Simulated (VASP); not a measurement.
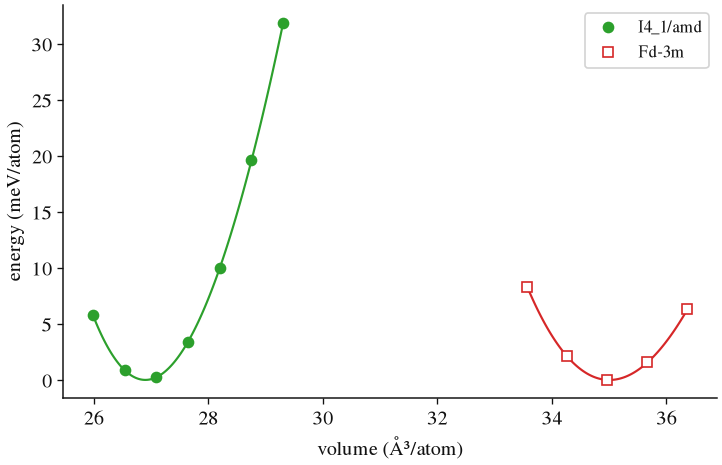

The plot gives the computed energy against volume, with one curve for each structure, for Sn. Each energy curve has its own zero, so the curves don't rank the structures.

Method: plane-wave DFT, no spin polarisation; energies at scaled volumes of the given cell, shape and fractions fixed, counted from the fit's minimum, third-order Birch-Murnaghan fit (VASP 6.6.1). Level: PBEsol.

```csv
setting,value
occupations,Fermi–Dirac
smearing width,0.05 eV
potentials,"VASP PAW PBE potentials, recommended"
wave cutoff,520 eV
```

Settings that differ: I4_1/amd: k mesh 9×9×9; Fd-3m: k mesh 6×6×6.

Order the curves by fitted equilibrium volume, smallest first.

Answer. I4_1/amd 26.904, Fd-3m 35.003 Å³/atom.

Order the curves by fitted bulk modulus, smallest first.

Answer. Fd-3m 41.4, I4_1/amd 55.8 GPa.

Limits of the calculation: shape and atomic fractions are frozen while scaling, which makes layered, chain and framework solids too stiff.
